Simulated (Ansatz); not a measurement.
# CHF3 (trifluoromethane) at 6 levels

We compute a comparison of 6 runs (HF/STO-3G, UHF/STO-3G, CAM-B3LYP/STO-3G, SVWN5/STO-3G, UPBE/STO-3G, CCSDT/STO-3G) of CHF3 (trifluoromethane). 

The calculation is run with Ansatz 0.2.0.

40 further runs of the same task are left out: 6 that didn't finish, 34 set aside as unsound or not needed.

### Step 1. The structure to begin with

CHF3 has 5 atoms, charge 0, and is taken as a singlet. SMILES: `FC(F)F`. The C2–F1 distance was set to 3.328 Å, away from the relaxed value. At this shape a bond of the SMILES string is far longer than usual.

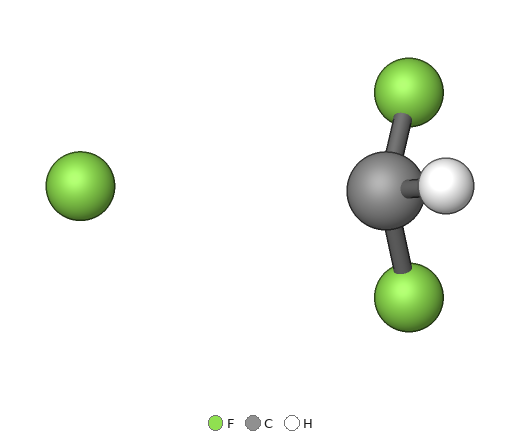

Viewed from a chosen angle; fluorine green, carbon grey, hydrogen white.

### Step 2. A single-point energy at HF/STO-3G (run 1)

input.yaml reads:

```yaml
crystal:
  periodic: [false, false, false]
  atoms:
    - {symbol: F, position_ang: [-1.700850, -0.908776, 2.687707]}
    - {symbol: C, position_ang: [0.019500, 0.056360, 0.006820]}
    - {symbol: F, position_ang: [1.047350, -0.773770, -0.157470]}
    - {symbol: F, position_ang: [-0.772570, -0.035090, -1.059420]}
    - {symbol: H, position_ang: [0.374370, 1.082210, 0.130870]}
basis:
  gaussian: {orbitals: STO-3G}
hamiltonian: {xc: hf}
accuracy: high
```

Command:

```bash
$ ansatz run input.yaml --threads 1 --pin off --max-ram 3480MiB --events-out events.jsonl --progress --plain --runs-dir runs
```

Standard output:

```text
Warning: RAYON_NUM_THREADS=1 ignored (pool sized by the plan → 1); use --threads N
Functional definition: HF
  name "HF"
  exchange = exact_x
  correlation = 0
353 factors; integrals over basis functions are off by at most 4.2e-8 eV
mean field evaluation 1: about -9015.0662 eV, gradient 3.6e1 eV
mean field evaluation 2: about -9015.1521 eV, gradient 3.6e1 eV
mean field evaluation 4: about -9019.1570 eV, gradient 1.2e1 eV
mean field evaluation 8: about -9019.2206 eV, gradient 1.2e1 eV
mean field evaluation 16: about -9025.7026 eV, gradient 5.6e-2 eV
mean field evaluation 32: about -9025.0733 eV, gradient 9.4e0 eV
mean field evaluation 64: about -9013.6486 eV, gradient 1.8e1 eV
mean field -9025.70287197 eV, -331.6884627037 hartree, gradient 2.9e-8 eV, S^2 0.000000; 2 other end points of the search recorded, 0 dependent functions left out
reference -9025.70287197 eV, -331.6884627037 hartree; 17, 17 occupied and 4, 4 virtual orbitals, 353 factors
Total energy: -9025.70287197 eV, -331.6884627037 hartree
```

It took 0.12 s on 1 thread of Arm Neoverse V2, shared host.

### Step 3. A single-point energy at UHF/STO-3G (run 2)

in.yaml reads:

```yaml
crystal:
  periodic: [false, false, false]
  atoms:
    - {symbol: F, position_ang: [-1.700850, -0.908776, 2.687707]}
    - {symbol: C, position_ang: [0.019500, 0.056360, 0.006820]}
    - {symbol: F, position_ang: [1.047350, -0.773770, -0.157470]}
    - {symbol: F, position_ang: [-0.772570, -0.035090, -1.059420]}
    - {symbol: H, position_ang: [0.374370, 1.082210, 0.130870]}
basis:
  gaussian:
    orbitals: STO-3G
hamiltonian:
  xc: hf
magnetization:
  spin_polarized: true
accuracy: high
```

Command:

```bash
$ ansatz run in.yaml --threads 1 --pin off --max-ram 3480MiB --events-out events.jsonl --progress --plain --runs-dir runs
```

Standard output:

```text
Warning: RAYON_NUM_THREADS=1 ignored (pool sized by the plan → 1); use --threads N
Functional definition: HF
  name "HF"
  exchange = exact_x
  correlation = 0
353 factors; integrals over basis functions are off by at most 4.2e-8 eV
mean field evaluation 1: about -9015.0662 eV, gradient 2.5e1 eV
mean field evaluation 2: about -9015.1521 eV, gradient 2.5e1 eV
mean field evaluation 4: about -9019.1570 eV, gradient 8.5e0 eV
mean field evaluation 8: about -9019.2206 eV, gradient 8.1e0 eV
mean field evaluation 16: about -9025.7009 eV, gradient 4.0e-1 eV
mean field evaluation 32: about -9033.7761 eV, gradient 1.4e-2 eV
mean field evaluation 64: about -9033.7758 eV, gradient 3.3e-2 eV
mean field evaluation 96: about -9033.7749 eV, gradient 5.7e-2 eV
mean field evaluation 128: about -9033.7650 eV, gradient 1.9e-2 eV
mean field evaluation 160: about -9033.7755 eV, gradient 1.6e-3 eV
mean field evaluation 192: about -9033.7761 eV, gradient 1.3e-2 eV
mean field evaluation 224: about -9033.7762 eV, gradient 1.0e-3 eV
mean field evaluation 256: about -9022.7246 eV, gradient 1.1e1 eV
mean field evaluation 288: about -9033.7758 eV, gradient 4.5e-2 eV
mean field -9033.77625875 eV, -331.9851541956 hartree, gradient 2.9e-8 eV, S^2 1.004512; 7 other end points of the search recorded, 0 dependent functions left out
reference -9033.77625875 eV, -331.9851541956 hartree; 17, 17 occupied and 4, 4 virtual orbitals, 353 factors
Total energy: -9033.77625875 eV, -331.9851541956 hartree
```

Wall time 0.7 s (1 thread of Arm Neoverse V2, shared host).

Runs 3 to 5 aren't shown in full; the table further down has their settings and results.

### Step 4. A single-point energy at CCSDT/STO-3G (run 6)

molecule.yaml reads:

```yaml
basis:
  gaussian:
    orbitals: STO-3G
crystal:
  periodic: [false, false, false]
  atoms:
    - symbol: F
      position_ang: [-1.700850, -0.908776, 2.687707]
    - symbol: C
      position_ang: [0.019500, 0.056360, 0.006820]
    - symbol: F
      position_ang: [1.047350, -0.773770, -0.157470]
    - symbol: F
      position_ang: [-0.772570, -0.035090, -1.059420]
    - symbol: H
      position_ang: [0.374370, 1.082210, 0.130870]
correlation:
  method: ccsdt
  frozen_orbitals: {C: 1, F: 1, H: 0}
accuracy: high
scf:
  omitted_lower_state_checks: [cluster_reference, increment]
```

Command:

```bash
$ ansatz run molecule.yaml --threads 1 --pin off --max-ram 3480MiB --events-out events.jsonl --progress --plain --runs-dir runs
```

Standard output:

```text
Warning: RAYON_NUM_THREADS=1 ignored (pool sized by the plan → 1); use --threads N
[... 13 lines left out ...]
4 core orbitals not correlated: weight in the atoms' cores, before any rotation towards them, 1.000 or more for the frozen orbitals, at most 0.000 for the correlated occupied ones
[... 75 lines left out ...]
WARN: these amplitudes may be one of several solutions (largest doubles amplitude 0.97, level shift 19.64 eV)
Total energy: -9036.46024984 eV, -332.0837890489 hartree
Checks for a lower state left out: cluster_reference, increment
```

It took 1.1 s on 1 thread of Arm Neoverse V2, shared host.

### Step 5. The series

```csv
run,level,frozen core orbitals,energy (Eh),wall time
1,HF/STO-3G,–,-331.688463,0.12 s
2,UHF/STO-3G,–,-331.985154,0.7 s
3,CAM-B3LYP/STO-3G,–,-332.965895,1.7 s
4,SVWN5/STO-3G,–,-330.838888,0.78 s
5,UPBE/STO-3G,–,-332.869823,6.6 s
6,CCSDT/STO-3G,4,-332.083789,1.1 s
```

### Step 6. Summary of results

```
                                          quantity          value
                               run 6: total energy  -332.08379 Eh
run 6: correlation energy (4 core orbitals frozen)     -395.3 mEh
                              run 6: T1 diagnostic          0.028
```

In words: Totals of different functionals can't be ranked against each other. In run 6 the log says that unrestricted orbitals would lower the reference, so the values rest on an unstable closed-shell determinant (other closed-shell runs at this shape may share the fault). In runs 1, 2, 3, 4, 5, 6 the basis is minimal, so the values are rough. In runs 1, 3, 4 a closed-shell determinant meets a far-stretched bond, which it describes badly. Spin contamination of the reference: run 2 ⟨S²⟩ = 1.00, run 5 ⟨S²⟩ = 0.94. Where it is this large, the reference is a mixture of spin states, and values that rest on it are in doubt. All runs together took 11 s, the longest 6.6 s.
